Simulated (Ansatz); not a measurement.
## GaN: geometry relaxation (part 2 of 2)

GaN (P6₃mc, 4 atoms in the cell); DFT PBE, scalar-relativistic, plane waves, PAW, no spin polarisation (Ansatz 0.2.0); cutoff 420 eV, 12×12×6 k-mesh, Gaussian smearing of 0.02 eV. The structure derives from a Materials Project entry.

Geometry of the input (Å; fractional positions):
```
3.1889  0.0000  0.0000
-1.5945  2.7617  0.0000
0.0000  0.0000  5.1924
Ga 0.6667  0.3333  0.4991
Ga 0.3333  0.6667  0.9991
N  0.6667  0.3333  0.8759
N  0.3333  0.6667  0.3759
```

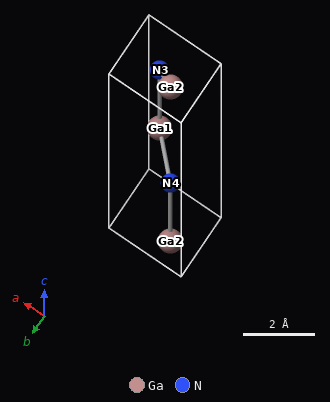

Fig. 1: The geometry at step 2 of the log (ball-and-stick view of the cell of the calculation, seen at an oblique angle; atoms are numbered from 1 in the order of the input).

Log, continued:
```
relax step   4: F+E_penalty+E_count = -8335.83290720 eV  Δ(F+E_penalty+E_count) = +6.037e-5 eV  max|allowed force component| = 9.352e-4 eV/Å  Δτ_max = 0.0001 Å  P = +0.001 GPa  Ω = 46.998 Å³  energy of the carried Pulay correction = -4.025e-3 eV  (4 SCF iters, dr2 threshold 3.97e-8 eV, accepted)
Initial wavefunctions: pseudopotential atomic-orbital guess (no wavefunctions were taken with the density)
iter 1 solved again at ethr=4.40e-8 eV; its pass at ethr=3.10e-3 eV (dr2=1.59e-5 eV) is discarded
SCF iter   1: F=—  HF=-8335.835966 eV  |F-HF|=—  |Δ(HF+E_count)|=         —  Δρ=5.64e-4  dr2=5.48e-6  ethr=4.40e-8  ⟨swp⟩=3.1  Hψ=11531  notcnv=0
preconditioner: auto → Resta (q_TF=auto, 2.610 Å⁻¹)  ε∞=4.9  [insulator: Δε(μ)=1.716 eV  Ē_g=16.387 eV  σ=0.020 eV  W_gap=1.00  n_scr=22 (ndim 8)  ℏωp=32.5 eV  f_vac=0.012  D(μ)=0.00/eV (n_scr^D=0)  ε∞_Penn≈4.9]
SCF iter   2: F=—  HF=-8335.837131 eV  |F-HF|=—  |Δ(HF+E_count)|=   1.16e-3  Δρ=2.87e-4  dr2=1.73e-6  ethr=1.52e-8  ⟨swp⟩=2.1  Hψ=2797  notcnv=0
SCF iter   3: F=—  HF=-8335.837487 eV  |F-HF|=—  |Δ(HF+E_count)|=   3.56e-4  Δρ=8.62e-5  dr2=1.32e-7  ethr=4.80e-9  ⟨swp⟩=2.9  Hψ=3117  notcnv=0
SCF iter   4: F=—  HF=-8335.837521 eV  |F-HF|=—  |Δ(HF+E_count)|=   3.40e-5  Δρ=7.26e-6  dr2=8.50e-9  ethr=3.68e-10  ⟨swp⟩=2.0  Hψ=3040  notcnv=0
SCF iter   5: F=—  HF=-8335.837521 eV  |F-HF|=—  |Δ(HF+E_count)|=   6.01e-8  Δρ=2.99e-6  dr2=1.12e-9  ethr=2.36e-11  ⟨swp⟩=2.0  Hψ=2999  notcnv=0
SCF iter   6: F=—  HF=-8335.837521 eV  |F-HF|=—  |Δ(HF+E_count)|=   3.09e-8  Δρ=7.78e-7  dr2=3.13e-10  ethr=3.10e-12  ⟨swp⟩=2.0  Hψ=3010  notcnv=0
SCF iter   7: F=-8335.837521 eV  HF=-8335.837521 eV  |F-HF|=1.82e-11  |Δ(HF+E_count)|=  6.33e-10  Δρ=1.59e-7  dr2=9.66e-12  ethr=1.00e-12  ⟨swp⟩=4.0  Hψ=8182  notcnv=0
SCF 5 converged in 7 iterations: F = -8335.837521 eV  dr2 = 9.66e-12
relax step   5: F+E_penalty+E_count = -8335.83752112 eV  Δ(F+E_penalty+E_count) = -4.614e-3 eV  max|allowed force component| = 9.825e-4 eV/Å  Δτ_max = 0.0000 Å  P = +0.131 GPa  Ω = 46.998 Å³  stress off target by 1.39e-1 GPa  SCF on the basis re-selected at this cell (its energy is not comparable with the rows above)  (7 SCF iters)
basis re-selected at this cell: Δ(F+E_penalty+E_count) = -4.614e-3 eV, ΔP = +0.130 GPa vs the last step (what re-selecting the basis moved, of the pressure what is left beyond the Pulay correction that the steps carried, after the strain that the cell walked since its last selection, with what the two solves' SCF thresholds leave and, on support functions, any second-order correction that the steps lacked; it is no measure of the basis error at this ecutwfc). This SCF's stress stands 1.39e-1 GPa from its target on what of the cell is left free (relax.cell.stress_tol is 5.00e-2 GPa) and its largest allowed force component is 9.82e-4 eV/Å (relax.f_tol is 5.00e-3 eV/Å): not within both, so this SCF does not close the relaxation
Crystal: 4 atoms, lattice volume = 47.032 Å³
iter 1 solved again at ethr=2.72e-8 eV; its pass at ethr=3.10e-3 eV (dr2=9.79e-6 eV) is discarded
SCF iter   1: F=—  HF=-8335.837421 eV  |F-HF|=—  |Δ(HF+E_count)|=         —  Δρ=1.37e-4  dr2=9.97e-6  ethr=2.72e-8  ⟨swp⟩=2.5  Hψ=8070  notcnv=0
preconditioner: auto → Resta (q_TF=auto, 2.609 Å⁻¹)  ε∞=4.9  [insulator: Δε(μ)=1.709 eV  Ē_g=16.382 eV  σ=0.020 eV  W_gap=1.00  n_scr=22 (ndim 8)  ℏωp=32.5 eV  f_vac=0.012  D(μ)=0.00/eV (n_scr^D=0)  ε∞_Penn≈4.9]
SCF iter   2: F=—  HF=-8335.837429 eV  |F-HF|=—  |Δ(HF+E_count)|=   7.82e-6  Δρ=3.00e-5  dr2=4.29e-7  ethr=2.72e-8  ⟨swp⟩=2.0  Hψ=2128  notcnv=0
SCF iter   3: F=—  HF=-8335.837429 eV  |F-HF|=—  |Δ(HF+E_count)|=   2.41e-8  Δρ=1.79e-5  dr2=1.38e-7  ethr=1.35e-10  ⟨swp⟩=7.1  Hψ=9443  notcnv=0
SCF iter   4: F=-8335.837429 eV  HF=-8335.837429 eV  |F-HF|=1.01e-8  |Δ(HF+E_count)|=   5.08e-8  Δρ=4.00e-6  dr2=7.14e-9  ethr=1.35e-10  ⟨swp⟩=7.7  Hψ=10198  notcnv=0
SCF 6 converged in 4 iterations: F = -8335.837429 eV  dr2 = 7.14e-9
relax step   6: F+E_penalty+E_count = -8335.83742869 eV  Δ(F+E_penalty+E_count) = +9.243e-5 eV  max|allowed force component| = 1.172e-4 eV/Å  Δτ_max = 0.0001 Å  P = +0.003 GPa  Ω = 47.032 Å³  energy of the carried Pulay correction = -1.070e-4 eV  (4 SCF iters, dr2 threshold 4.86e-8 eV, accepted)
iter 1 solved again at ethr=2.24e-8 eV; its pass at ethr=3.10e-3 eV (dr2=8.07e-6 eV) is discarded
SCF iter   1: F=—  HF=-8335.837547 eV  |F-HF|=—  |Δ(HF+E_count)|=         —  Δρ=6.04e-6  dr2=7.64e-9  ethr=2.24e-8  ⟨swp⟩=3.1  Hψ=11937  notcnv=0
preconditioner: auto → Resta (q_TF=auto, 2.609 Å⁻¹)  ε∞=4.9  [insulator: Δε(μ)=1.710 eV  Ē_g=16.382 eV  σ=0.020 eV  W_gap=1.00  n_scr=22 (ndim 8)  ℏωp=32.5 eV  f_vac=0.012  D(μ)=0.00/eV (n_scr^D=0)  ε∞_Penn≈4.9]
SCF iter   2: F=—  HF=-8335.837556 eV  |F-HF|=—  |Δ(HF+E_count)|=   9.36e-6  Δρ=3.83e-6  dr2=3.39e-9  ethr=2.12e-11  ⟨swp⟩=2.0  Hψ=3042  notcnv=0
SCF iter   3: F=—  HF=-8335.837556 eV  |F-HF|=—  |Δ(HF+E_count)|=   4.13e-9  Δρ=2.11e-6  dr2=1.24e-9  ethr=9.40e-12  ⟨swp⟩=2.8  Hψ=3376  notcnv=0
SCF iter   4: F=—  HF=-8335.837556 eV  |F-HF|=—  |Δ(HF+E_count)|=   2.12e-9  Δρ=1.02e-6  dr2=2.76e-10  ethr=3.45e-12  ⟨swp⟩=2.1  Hψ=2155  notcnv=0
SCF iter   5: F=-8335.837556 eV  HF=-8335.837556 eV  |F-HF|=3.09e-11  |Δ(HF+E_count)|=  6.93e-10  Δρ=2.37e-7  dr2=2.21e-11  ethr=1.00e-12  ⟨swp⟩=4.0  Hψ=8129  notcnv=0
SCF 7 converged in 5 iterations: F = -8335.837556 eV  dr2 = 2.21e-11
relax step   7: F+E_penalty+E_count = -8335.83755616 eV  Δ(F+E_penalty+E_count) = -1.275e-4 eV  max|allowed force component| = 1.246e-4 eV/Å  Δτ_max = 0.0000 Å  P = +0.005 GPa  Ω = 47.032 Å³  stress off target by 5.06e-3 GPa  SCF on the basis re-selected at this cell (its energy is not comparable with the rows above)  (5 SCF iters)
basis re-selected at this cell: Δ(F+E_penalty+E_count) = -1.275e-4 eV, ΔP = +0.002 GPa vs the last step (what re-selecting the basis moved, of the pressure what is left beyond the Pulay correction that the steps carried, after the strain that the cell walked since its last selection, with what the two solves' SCF thresholds leave and, on support functions, any second-order correction that the steps lacked; it is no measure of the basis error at this ecutwfc). This SCF's stress stands 5.06e-3 GPa from its target on what of the cell is left free (relax.cell.stress_tol is 5.00e-2 GPa) and its largest allowed force component is 1.25e-4 eV/Å (relax.f_tol is 5.00e-3 eV/Å): within both
SCF converged after 5 iterations
Free energy (F): -8335.837556 eV
Harris-Foulkes:  -8335.837556 eV  (|F-HF|=3.09e-11)
Internal energy: -8335.837556 eV  (E = F + TS)
E sigma→0 (E₀):  -8335.837556 eV
Fermi energy:    10.116225 eV
--- Per-component energies (eV) ---
  E_band       = -24.097052
  E_kinetic    = 492.182313
  E_local      = -3949.667270  (includes V_loc(G=0)·N_el)
  E_nonlocal   = 948.674421
  E_hartree    = 1813.655650
  E_xc         = -256.803621
  E_vxc        = -267.226146  (∫ρ·V_xc dr)
  E_paw        = -4240.955469  (= ΣΔE_a)
  E_vpaw       = -875.371922  (= ΣTr[D̂ρ^β])
  E_aug_tail   = 0.000157  (compensation charges beyond the density's cutoff)
  E_ewald      = -3142.923736
  E_smearing   = -0.000000  (= −TS)
  E_closure    = 0.000000  (closes the sum)
  Σ components = -8335.837556   (vs F -8335.837556, Δ=0.00e0)
--- Forces (eV/Å), atoms counted from 1 ---
  atom   1  Ga    -0.00000000     0.00000000     0.00012469
  atom   2  Ga     0.00000000    -0.00000000     0.00012469
  atom   3  N     -0.00000000     0.00000000    -0.00012450
  atom   4  N      0.00000000    -0.00000000    -0.00012450
  max |Σ_I F_I| component: 3.90e-7 eV/Å
--- Stress (GPa, compression-positive) ---
        0.005060      -0.000000      -0.000000
       -0.000000       0.005060      -0.000000
       -0.000000      -0.000000       0.004752
  P = ⅓ Tr σ = 0.0050 GPa (0.050 kbar)
--- Band table (eV; the first three rows and the last of 76) ---
  k-point 0: bands = ["-6.4723", "-5.6707", "-4.2031", "-4.1891", "-4.1891", "-4.1339", "-4.1339", "-3.9608", "-3.9608", "-3.8714", "-3.8714", "-2.6169", "2.4006", "8.2653", "8.2653", "9.2248", "9.2609", "9.2609", "10.9713", "13.3283", "18.2815", "18.9971"]
  k-point 1: bands = ["-6.3970", "-5.6949", "-4.1878", "-4.1878", "-4.1783", "-4.1397", "-4.1397", "-3.9526", "-3.9526", "-3.8754", "-3.8754", "-2.8768", "2.8721", "8.3290", "8.3290", "8.3975", "9.1915", "9.1915", "11.6776", "13.3825", "18.0912", "19.0313"]
  k-point 2: bands = ["-6.1994", "-5.7837", "-4.1822", "-4.1822", "-4.1542", "-4.1542", "-4.0782", "-3.9320", "-3.9320", "-3.8877", "-3.8877", "-3.3964", "4.0205", "6.9832", "8.5048", "8.5048", "9.0031", "9.0031", "12.6722", "13.4690", "17.6990", "18.1315"]
  k-point 75: bands = ["-5.5215", "-5.5215", "-4.0786", "-4.0786", "-4.0652", "-4.0652", "-3.9409", "-3.9409", "-3.9188", "-3.9188", "-2.1842", "-2.1842", "3.2344", "3.2344", "5.2243", "5.2243", "7.8417", "7.8417", "15.4888", "15.4888", "16.5097", "16.5097"]
--- Relaxed structure (5 steps of the walk, 5 accepted, 2 SCFs on fresh bases) ---
  F+E_penalty+E_count = -8335.83755616 eV   max|allowed force component| = 1.246e-4 eV/Å   (the final SCF, on the basis selected at the relaxed cell)
  cell:  # Å, volume = 47.0323 Å³
    - [3.218370815917605, 2.913404919641566e-11, 2.5396445180123047e-18]
    - [-1.6091854079840333, 2.7871908853685303, -2.009085268942941e-18]
    - [4.135161310177107e-18, -1.3899138065817948e-18, 5.243168409474336]
  atoms:
    - { symbol: Ga, position: [0.6666666666666665, 0.3333333333333333, 0.49913486307550226] }
    - { symbol: Ga, position: [0.33333333333333326, 0.6666666666666666, 0.9991348630755021] }
    - { symbol: N, position: [0.6666666666666665, 0.3333333333333333, 0.8758651369244976] }
    - { symbol: N, position: [0.33333333333333326, 0.6666666666666666, 0.37586513692449763] }
```

Trajectory as extended XYZ (Å, eV, eV/Å), 7 frames, from step=1 to step=7:
```
4
Lattice="3.1889 0.0000 0.0000 -1.5945 2.7617 0.0000 0.0000 0.0000 5.1924" Properties=species:S:1:pos:R:3:forces:R:3 step=1 energy=-8335.81695 pressure_GPa=5.16
Ga    1.5945    0.9206    2.5914    0.0000   0.0000   0.0059
Ga    0.0000    1.8411    5.1876    0.0000   0.0000   0.0059
N     1.5945    0.9206    4.5481    0.0000   0.0000  -0.0060
N     0.0000    1.8411    1.9519    0.0000   0.0000  -0.0060
4
Lattice="3.2055 0.0000 0.0000 -1.6027 2.7760 0.0000 0.0000 0.0000 5.2239" Properties=species:S:1:pos:R:3:forces:R:3 step=2 energy=-8335.83134 pressure_GPa=2.00
Ga    1.6027    0.9253    2.6076    0.0000   0.0000   0.0009
Ga    0.0000    1.8507    5.2195    0.0000   0.0000   0.0009
N     1.6027    0.9253    4.5752    0.0000   0.0000  -0.0009
N     0.0000    1.8507    1.9633    0.0000   0.0000  -0.0009
4
Lattice="3.2174 0.0000 0.0000 -1.6087 2.7863 0.0000 0.0000 0.0000 5.2402" Properties=species:S:1:pos:R:3:forces:R:3 step=3 energy=-8335.83297 pressure_GPa=0.08
Ga    1.6087    0.9288    2.6156    0.0000   0.0000  -0.0015
Ga    0.0000    1.8575    5.2357    0.0000   0.0000  -0.0015
N     1.6087    0.9288    4.5898    0.0000   0.0000   0.0015
N     0.0000    1.8575    1.9696    0.0000   0.0000   0.0015
4
Lattice="3.2176 0.0000 0.0000 -1.6088 2.7865 0.0000 0.0000 0.0000 5.2418" Properties=species:S:1:pos:R:3:forces:R:3 step=4 energy=-8335.83291 pressure_GPa=0.00
Ga    1.6088    0.9288    2.6164    0.0000   0.0000  -0.0009
Ga    0.0000    1.8577    5.2374    0.0000   0.0000  -0.0009
N     1.6088    0.9288    4.5911    0.0000   0.0000   0.0009
N     0.0000    1.8577    1.9702    0.0000   0.0000   0.0009
4
Lattice="3.2176 0.0000 0.0000 -1.6088 2.7865 0.0000 0.0000 0.0000 5.2418" Properties=species:S:1:pos:R:3:forces:R:3 step=5 energy=-8335.83752 pressure_GPa=0.13
Ga    1.6088    0.9288    2.6164    0.0000   0.0000  -0.0010
Ga    0.0000    1.8577    5.2374    0.0000   0.0000  -0.0010
N     1.6088    0.9288    4.5911    0.0000   0.0000   0.0010
N     0.0000    1.8577    1.9702    0.0000   0.0000   0.0010
4
Lattice="3.2184 0.0000 0.0000 -1.6092 2.7872 0.0000 0.0000 0.0000 5.2432" Properties=species:S:1:pos:R:3:forces:R:3 step=6 energy=-8335.83743 pressure_GPa=0.00
Ga    1.6092    0.9291    2.6170    0.0000   0.0000   0.0001
Ga    0.0000    1.8581    5.2386    0.0000   0.0000   0.0001
N     1.6092    0.9291    4.5923    0.0000   0.0000  -0.0001
N     0.0000    1.8581    1.9707    0.0000   0.0000  -0.0001
4
Lattice="3.2184 0.0000 0.0000 -1.6092 2.7872 0.0000 0.0000 0.0000 5.2432" Properties=species:S:1:pos:R:3:forces:R:3 step=7 energy=-8335.83756 pressure_GPa=0.00
Ga    1.6092    0.9291    2.6170    0.0000   0.0000   0.0001
Ga    0.0000    1.8581    5.2386    0.0000   0.0000   0.0001
N     1.6092    0.9291    4.5923    0.0000   0.0000  -0.0001
N     0.0000    1.8581    1.9707    0.0000   0.0000  -0.0001
```

Summary:

| quantity | value |
| --- | --- |
| outcome | converged |
| space group (tolerance 0.01 Å) | P6₃mc (186) |
| electrons treated | 36 |
| free energy | −8335.8376 eV |
| Fermi energy | 10.116 eV |
| gap on the k-point mesh | 1.71 eV |
| pressure | 0.00 GPa |
| final volume | 47.03 Å³ |
| largest force (length of the vector) at the end | under 0.001 eV/Å |
| final cell | a = 3.218 Å, b = 3.218 Å, c = 5.243 Å, α = 90.00°, β = 90.00°, γ = 120.00° |
| hardware | 4 threads of AMD EPYC (Zen 5), 32 GiB of memory available, shared host |
| wall time | 4.8 s (CPU time 18 s) |
| peak memory | 0.47 GiB |
